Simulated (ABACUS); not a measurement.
**Geometry relaxation of SiC (part 1 of 2)**

System: SiC (2 atoms in the cell).
Method: Kohn-Sham DFT of a periodic cell, BLYP, SPMS ONCV 1.0 PBE, no spin polarisation (ABACUS 3.10.1).

The structure derives from an entry of the Crystallography Open Database.

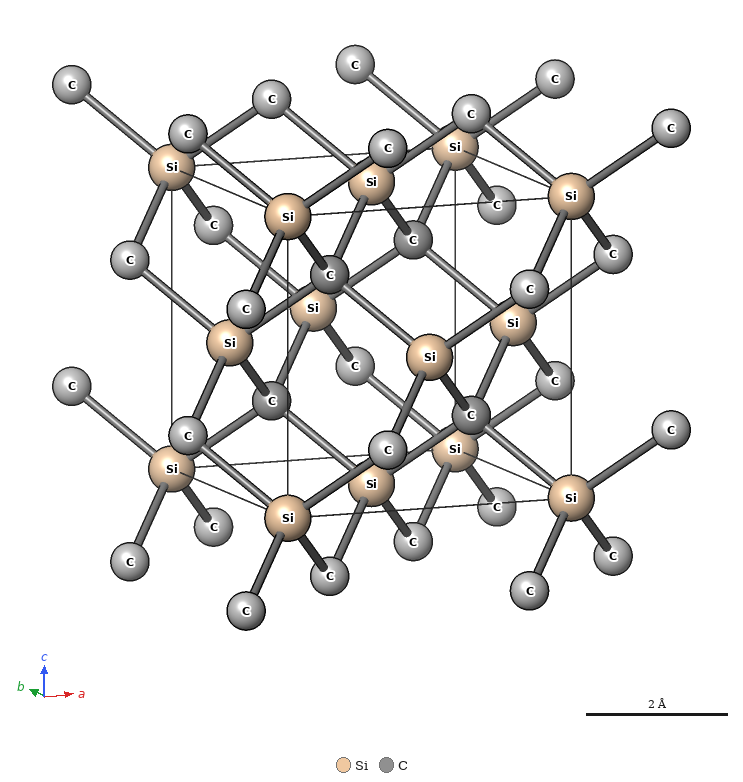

*The starting structure (ball-and-stick view of the cell 4 times as large as that of the calculation, set on its symmetry axes, seen slightly off an axis; neighbours outside the cell are drawn fainter).*

Near neighbours in the crystal (not all of them lie inside the picture): Si has 4 C at 1.89 Å; C has 4 Si at 1.89 Å.

**Input file**
```python
"""Relaxation by an ASE optimiser with ABACUS as a small file-based calculator."""
import re
import subprocess
import spglib
from ase import Atoms
import numpy as np
from ase.calculators.calculator import Calculator, all_changes
from ase.filters import FrechetCellFilter
from ase.io import read
from ase.optimize import BFGS
from ase.stress import full_3x3_to_voigt_6_stress
from ase.units import Bohr, GPa

atoms = read("SiC.cif")
cell, frac, numbers = spglib.standardize_cell((atoms.cell[:], atoms.get_scaled_positions(), atoms.numbers), to_primitive=True, symprec=1e-4)
atoms = Atoms(numbers=numbers, cell=cell, scaled_positions=frac, pbc=True)  # the primitive cell
atoms = atoms[(-atoms.numbers).argsort(kind="stable")]  # ABACUS lists atoms element by element
pseudo = {'Si': '14_Si_4_1.9_1.9_pbe_n_v1.0.upf', 'C': '06_C_4_1.2_1.2_pbe_n_v1.0.upf'}
orbital = {'Si': 'Si_confined-atom_7au_2s2p1d.orb', 'C': 'C_confined-atom_6au_2s2p1d.orb'}
magmoms = None
kmesh = [9, 9, 9]
params = {
    'suffix': 'SiC',
    'calculation': 'scf',
    'basis_type': 'lcao',
    'pseudo_dir': './',
    'orbital_dir': './',
    'symmetry': 1,
    'dft_functional': 'GGA_X_B88+GGA_C_LYP',
    'ecutwfc': 100,
    'pseudo_rcut': 10,
    'nspin': 1,
    'nbands': 8,
    'ks_solver': 'genelpa',
    'smearing_method': 'fd',
    'smearing_sigma': 0.00367493,
    'scf_thr': 1e-07,
    'scf_nmax': 100,
    'mixing_type': 'broyden',
    'mixing_beta': 0.7,
    'cal_force': 1,
    'cal_stress': 1,
    'out_mul': 1,
}


def write_input(atoms):
    symbols = atoms.get_chemical_symbols()
    elements = list(dict.fromkeys(symbols))
    lines = ["ATOMIC_SPECIES"] + [f"{e} {atoms.get_masses()[symbols.index(e)]:.4f} {pseudo[e]}" for e in elements]
    if orbital:
        lines += ["", "NUMERICAL_ORBITAL"] + [orbital[e] for e in elements]
    lines += ["", "LATTICE_CONSTANT", f"{1 / Bohr:.10f}", "", "LATTICE_VECTORS"]
    lines += [" ".join(f"{x:.10f}" for x in v) for v in atoms.cell]
    lines += ["", "ATOMIC_POSITIONS", "Direct"]
    for e in elements:
        lines += ["", e, "0.0", str(symbols.count(e))]
        for i, p in enumerate(atoms.get_scaled_positions(wrap=False)):
            if symbols[i] == e:
                mag = "" if magmoms is None else " mag " + " ".join(str(x) for x in (magmoms[i] if isinstance(magmoms[i], list) else [magmoms[i]]))
                lines.append(" ".join(f"{x:.10f}" for x in p) + " 1 1 1" + mag)
    open("STRU", "w").write("\n".join(lines) + "\n")
    open("KPT", "w").write("K_POINTS\n0\nGamma\n%d %d %d 0 0 0\n" % tuple(kmesh))
    open("INPUT", "w").write("INPUT_PARAMETERS\n" + "".join(f"{k:<20s}{v}\n" for k, v in params.items()))


class Abacus(Calculator):
    implemented_properties = ["energy", "free_energy", "forces", "stress"]

    def calculate(self, atoms=None, properties=("energy",), system_changes=all_changes):
        super().calculate(atoms, properties, system_changes)
        write_input(self.atoms)
        subprocess.run(['mpirun', '-np', '4', 'abacus'], check=True)
        log = open("OUT.SiC/running_scf.log").read()
        if "charge density convergence is achieved" not in log:
            raise RuntimeError("SCF not converged")
        rows = lambda title, n: np.array([l.split()[-3:] for l in log.split(title)[-1].split("\n")[2:2 + n]], float)
        energy = float(re.findall(r"FINAL_ETOT_IS (\S+)", log)[-1])
        stress = -rows("TOTAL-STRESS", 3) / 10 * GPa  # ABACUS prints kbar, compression positive
        self.results = dict(energy=energy, free_energy=energy, forces=rows("TOTAL-FORCE", len(self.atoms)), stress=full_3x3_to_voigt_6_stress(stress))


atoms.calc = Abacus()
opt = BFGS(FrechetCellFilter(atoms), logfile="opt.log", trajectory="relax.traj")
print("optimiser converged:", opt.run(fmax=0.03, steps=60))
```

**File SiC.cif**
```
data_SiC
_cell_length_a 4.35800000
_cell_length_b 4.35800000
_cell_length_c 4.35800000
_cell_angle_alpha 90.00000000
_cell_angle_beta 90.00000000
_cell_angle_gamma 90.00000000
_space_group_name_H-M_alt 'F-43m'
_space_group_name_Hall 'F -4 2 3'
_space_group_IT_number 216
loop_
_space_group_symop_operation_xyz
'x,y,z'
'y,-x,-z'
'-x,-y,z'
'-y,x,-z'
'x,-y,-z'
'y,x,z'
'-x,y,-z'
'-y,-x,z'
'z,x,y'
'-z,y,-x'
'z,-x,-y'
'-z,-y,x'
'-z,x,-y'
'z,y,x'
'-z,-x,y'
'z,-y,-x'
'y,z,x'
'-x,-z,y'
'-y,z,-x'
'x,-z,-y'
'-y,-z,x'
'x,z,y'
'y,-z,-x'
'-x,z,-y'
'x,y+1/2,z+1/2'
'y,-x+1/2,-z+1/2'
'-x,-y+1/2,z+1/2'
'-y,x+1/2,-z+1/2'
'x,-y+1/2,-z+1/2'
'y,x+1/2,z+1/2'
'-x,y+1/2,-z+1/2'
'-y,-x+1/2,z+1/2'
'z,x+1/2,y+1/2'
'-z,y+1/2,-x+1/2'
'z,-x+1/2,-y+1/2'
'-z,-y+1/2,x+1/2'
'-z,x+1/2,-y+1/2'
'z,y+1/2,x+1/2'
'-z,-x+1/2,y+1/2'
'z,-y+1/2,-x+1/2'
'y,z+1/2,x+1/2'
'-x,-z+1/2,y+1/2'
'-y,z+1/2,-x+1/2'
'x,-z+1/2,-y+1/2'
'-y,-z+1/2,x+1/2'
'x,z+1/2,y+1/2'
'y,-z+1/2,-x+1/2'
'-x,z+1/2,-y+1/2'
'x+1/2,y,z+1/2'
'y+1/2,-x,-z+1/2'
'-x+1/2,-y,z+1/2'
'-y+1/2,x,-z+1/2'
'x+1/2,-y,-z+1/2'
'y+1/2,x,z+1/2'
'-x+1/2,y,-z+1/2'
'-y+1/2,-x,z+1/2'
'z+1/2,x,y+1/2'
'-z+1/2,y,-x+1/2'
'z+1/2,-x,-y+1/2'
'-z+1/2,-y,x+1/2'
'-z+1/2,x,-y+1/2'
'z+1/2,y,x+1/2'
'-z+1/2,-x,y+1/2'
'z+1/2,-y,-x+1/2'
'y+1/2,z,x+1/2'
'-x+1/2,-z,y+1/2'
'-y+1/2,z,-x+1/2'
'x+1/2,-z,-y+1/2'
'-y+1/2,-z,x+1/2'
'x+1/2,z,y+1/2'
'y+1/2,-z,-x+1/2'
'-x+1/2,z,-y+1/2'
'x+1/2,y+1/2,z'
'y+1/2,-x+1/2,-z'
'-x+1/2,-y+1/2,z'
'-y+1/2,x+1/2,-z'
'x+1/2,-y+1/2,-z'
'y+1/2,x+1/2,z'
'-x+1/2,y+1/2,-z'
'-y+1/2,-x+1/2,z'
'z+1/2,x+1/2,y'
'-z+1/2,y+1/2,-x'
'z+1/2,-x+1/2,-y'
'-z+1/2,-y+1/2,x'
'-z+1/2,x+1/2,-y'
'z+1/2,y+1/2,x'
'-z+1/2,-x+1/2,y'
'z+1/2,-y+1/2,-x'
'y+1/2,z+1/2,x'
'-x+1/2,-z+1/2,y'
'-y+1/2,z+1/2,-x'
'x+1/2,-z+1/2,-y'
'-y+1/2,-z+1/2,x'
'x+1/2,z+1/2,y'
'y+1/2,-z+1/2,-x'
'-x+1/2,z+1/2,-y'
loop_
_atom_site_label
_atom_site_type_symbol
_atom_site_symmetry_multiplicity
_atom_site_Wyckoff_symbol
_atom_site_fract_x
_atom_site_fract_y
_atom_site_fract_z
_atom_site_occupancy
Si1 Si 4 a 0.0000000000 0.0000000000 0.0000000000 1
C1 C 4 c 0.2500000000 0.2500000000 0.2500000000 1
```

**File INPUT**
```
INPUT_PARAMETERS
suffix              SiC
calculation         scf
basis_type          lcao
pseudo_dir          ./
orbital_dir         ./
symmetry            1
dft_functional      GGA_X_B88+GGA_C_LYP
ecutwfc             100
pseudo_rcut         10
nspin               1
nbands              8
ks_solver           genelpa
smearing_method     fd
smearing_sigma      0.00367493
scf_thr             1e-07
scf_nmax            100
mixing_type         broyden
mixing_beta         0.7
cal_force           1
cal_stress          1
out_mul             1
```

**File STRU**
```
ATOMIC_SPECIES
Si 28.0850 14_Si_4_1.9_1.9_pbe_n_v1.0.upf
C 12.0110 06_C_4_1.2_1.2_pbe_n_v1.0.upf

NUMERICAL_ORBITAL
Si_confined-atom_7au_2s2p1d.orb
C_confined-atom_6au_2s2p1d.orb

LATTICE_CONSTANT
1.8897261258

LATTICE_VECTORS
0.0000000000 2.2285856197 2.2285856197
2.2285856197 0.0000000000 2.2285856197
2.2285856197 2.2285856197 0.0000000000

ATOMIC_POSITIONS
Direct

Si
0.0
1
0.0000000000 -0.0000000000 0.0000000000 1 1 1

C
0.0
1
0.2500000000 0.2500000000 0.2500000000 1 1 1
```

**File KPT**
```
K_POINTS
0
Gamma
9 9 9 0 0 0
```

Hardware: 4 threads of Intel Xeon (Sapphire Rapids), 16 GiB of memory available, shared host.

Launched with:
```bash
OMP_NUM_THREADS=1 python run_abacus.py > log
```

**Log**
```
ABACUS v3.10.1

               Atomic-orbital Based Ab-initio Computation at UStc

 ------------------------------------------------------------------------------------

 READING GENERAL INFORMATION
                           global_out_dir = OUT.SiC/
                           global_in_card = INPUT
                               pseudo_dir = ./
                              orbital_dir = ./
                                    DSIZE = 4
                                    GSIZE = 1

 READING UNITCELL INFORMATION
                                    ntype = 2
                  lattice constant (Bohr) = 1.88973
              lattice constant (Angstrom) = 1

 READING ATOM TYPE 1
                               atom label = Si
                      L=0, number of zeta = 2
                      L=1, number of zeta = 2
                      L=2, number of zeta = 1
             number of atom for this type = 1

 READING ATOM TYPE 2
                               atom label = C
                      L=0, number of zeta = 2
                      L=1, number of zeta = 2
                      L=2, number of zeta = 1
             number of atom for this type = 1

                        TOTAL ATOM NUMBER = 2
DIRECT COORDINATES
    atom                   x                   y                   z     mag                  vx                  vy                  vz
taud_Si1            0.0000000000        0.0000000000        0.0000000000  0.0000        0.0000000000        0.0000000000        0.0000000000
taud_C1            0.2500000000        0.2500000000        0.2500000000  0.0000        0.0000000000        0.0000000000        0.0000000000

                          Volume (Bohr^3) = 149.388
                             Volume (A^3) = 22.1369

 Lattice vectors: (Cartesian coordinate: in unit of a_0)
                   +0            +2.22859            +2.22859
             +2.22859                  +0            +2.22859
             +2.22859            +2.22859                  +0
 Reciprocal vectors: (Cartesian coordinate: in unit of 2 pi/a_0)
            -0.224358           +0.224358           +0.224358
            +0.224358           -0.224358           +0.224358
            +0.224358           +0.224358           -0.224358
 The esolver type has been set to : ksdft_lcao

                PAO radial cut off (Bohr) = 10

 Read in pseudopotential file is 14_Si_4_1.9_1.9_pbe_n_v1.0.upf
                     pseudopotential type = NC
          exchange-correlation functional = PBE
                 nonlocal core correction = 1
                        valence electrons = 4
                                     lmax = 2
                           number of zeta = 2
                     number of projectors = 6
                           L of projector = 0
                           L of projector = 0
                           L of projector = 1
                           L of projector = 1
                           L of projector = 2
                           L of projector = 2
 XC functional updated to : GGA_X_B88+GGA_C_LYP
          exchange-correlation functional = GGA_X_B88+GGA_C_LYP
                PAO radial cut off (Bohr) = 10

 Read in pseudopotential file is 06_C_4_1.2_1.2_pbe_n_v1.0.upf
                     pseudopotential type = NC
          exchange-correlation functional = PBE
                 nonlocal core correction = 1
                        valence electrons = 4
                                     lmax = 1
                           number of zeta = 2
                     number of projectors = 4
                           L of projector = 0
                           L of projector = 0
                           L of projector = 1
                           L of projector = 1
 XC functional updated to : GGA_X_B88+GGA_C_LYP
          exchange-correlation functional = GGA_X_B88+GGA_C_LYP
     initial pseudo atomic orbital number = 8

 SETUP THE ELECTRONS NUMBER
            electron number of element Si = 4
      total electron number of element Si = 4
             electron number of element C = 4
       total electron number of element C = 4
            AUTOSET number of electrons:  = 8
                           occupied bands = 4
                                   NLOCAL = 26
                                   NBANDS = 8
                                   NBANDS = 8
                                   NLOCAL = 26

 SETUP THE PLANE WAVE BASIS
 energy cutoff for charge/potential (unit:Ry) = 400
            fft grid for charge/potential = [ 40, 40, 40 ]
                        fft grid division = [ 5, 5, 5 ]
        big fft grid for charge/potential = [ 8, 8, 8 ]
                                     nbxx = 128
                                     nrxx = 16000

 SETUP PLANE WAVES FOR CHARGE/POTENTIAL
                    number of plane waves = 20107
                         number of sticks = 967

 PARALLEL PW FOR CHARGE/POTENTIAL
     PROC   COLUMNS(POT)             PW
        1            242           5028
        2            241           5026
        3            241           5026
        4            243           5027
 --------------- sum -------------------
        4            967          20107
                            number of |g| = 241
                                  max |g| = 36.0408
                                  min |g| = 0.151009

----------- Double Check Mixing Parameters Begin ------------
mixing_type: broyden
mixing_beta: 0.7
mixing_gg0: 1
mixing_gg0_min: 0.1
mixing_ndim: 8
----------- Double Check Mixing Parameters End ------------

 LATTICE VECTORS: (CARTESIAN COORDINATE: IN UNIT OF A0)
                   +0            +2.22859            +2.22859
             +2.22859                  +0            +2.22859
             +2.22859            +2.22859                  +0
                       right hand lattice = 1
                                   NORM_A = 3.1517
                                   NORM_B = 3.1517
                                   NORM_C = 3.1517
                           ALPHA (DEGREE) = 60
                           BETA  (DEGREE) = 60
                           GAMMA (DEGREE) = 60

 The lattice vectors have been changed (STRU_SIMPLE.cif)

(for optimal symmetric configuration:)
                             BRAVAIS TYPE = 3
                     BRAVAIS LATTICE NAME = 03. Cubic F (face-centered)
                                    ibrav = 3
                                    IBRAV = 3
                                  BRAVAIS = FACE CENTERED CUBIC
                       LATTICE CONSTANT A = 4.45717
Original cell was already a primitive cell.
                        ROTATION MATRICES = 48
              PURE POINT GROUP OPERATIONS = 24
                   SPACE GROUP OPERATIONS = 24
                                       C2 = 3
                                       C3 = 8
                                       C4 = 0
                                       C6 = 0
                                       S1 = 6
                                       S3 = 0
                                       S4 = 6
                                       S6 = 0
                              POINT GROUP = T_d
                                       C2 = 3
                                       C3 = 8
                                       C4 = 0
                                       C6 = 0
                                       S1 = 6
                                       S3 = 0
                                       S4 = 6
                                       S6 = 0
               POINT GROUP IN SPACE GROUP = T_d

 SETUP K-POINTS
                                    nspin = 1
                   Input type of k points = Monkhorst-Pack(Gamma)
                                   nkstot = 729
                       right hand lattice = 1
(for reciprocal lattice: )
                             BRAVAIS TYPE = 2
                     BRAVAIS LATTICE NAME = 02. Cubic I (body-centered)
                                    ibrav = 2
                       right hand lattice = 1
(for k-lattice: )
                             BRAVAIS TYPE = 2
                     BRAVAIS LATTICE NAME = 02. Cubic I (body-centered)
                                    ibrav = 2
                       right hand lattice = 1
                        ROTATION MATRICES = 48
                               nkstot_ibz = 35
K-POINTS REDUCTION ACCORDING TO SYMMETRY
     IBZ    DIRECT_X    DIRECT_Y    DIRECT_Z  WEIGHT  ibz2bz
       1  0.00000000  0.00000000  0.00000000  0.0014       0
       2  0.11111111  0.11111111  0.11111111  0.0110       1
       3  0.22222222  0.22222222  0.22222222  0.0110       2
       4  0.33333333  0.33333333  0.33333333  0.0110       3
       5  0.44444444  0.44444444  0.44444444  0.0110       4
       6  0.11111111  0.11111111  0.00000000  0.0082      10
       7  0.22222222  0.22222222  0.11111111  0.0329      11
       8  0.33333333  0.33333333  0.22222222  0.0329      12
       9  0.44444444  0.44444444  0.33333333  0.0329      13
      10 -0.44444444  0.44444444  0.44444444  0.0329      14
      11  0.44444444  0.33333333  0.33333333  0.0329      15
      12  0.22222222  0.22222222  0.33333333  0.0329      16
      13  0.22222222  0.11111111  0.11111111  0.0165      17
      14  0.22222222  0.22222222  0.00000000  0.0082      20
      15  0.33333333  0.11111111  0.33333333  0.0329      21
      16  0.44444444  0.44444444  0.22222222  0.0329      22
      17 -0.33333333  0.44444444  0.44444444  0.0329      23
      18 -0.44444444  0.33333333  0.33333333  0.0329      24
      19  0.44444444  0.22222222  0.22222222  0.0165      25
      20  0.33333333  0.33333333  0.00000000  0.0082      30
      21  0.44444444  0.44444444  0.11111111  0.0329      31
      22 -0.22222222  0.44444444  0.44444444  0.0329      32
      23 -0.33333333  0.33333333  0.33333333  0.0165      33
      24  0.44444444  0.44444444  0.00000000  0.0082      40
      25 -0.11111111  0.44444444  0.44444444  0.0165      41
      26  0.33333333  0.11111111  0.22222222  0.0329     102
      27  0.44444444  0.33333333  0.22222222  0.0658     103
      28 -0.44444444  0.44444444  0.33333333  0.0658     104
      29  0.44444444  0.33333333  0.11111111  0.0329     112
      30 -0.44444444  0.44444444  0.22222222  0.0658     113
[... 5 further k points ...]

                               nkstot now = 35
[... K-POINTS DIRECT COORDINATES: 35 rows ...]

           k-point number in this process = 35
       minimum distributed K point number = 35
[... stars of the k points ...]

[... K-POINTS CARTESIAN COORDINATES: 35 rows ...]

[... K-POINTS DIRECT COORDINATES: 35 rows ...]

 SETUP PLANE WAVES FOR WAVE FUNCTIONS
     energy cutoff for wavefunc (unit:Ry) = 100
              fft grid for wave functions = [ 40, 40, 40 ]
                    number of plane waves = 3479
                         number of sticks = 301
```
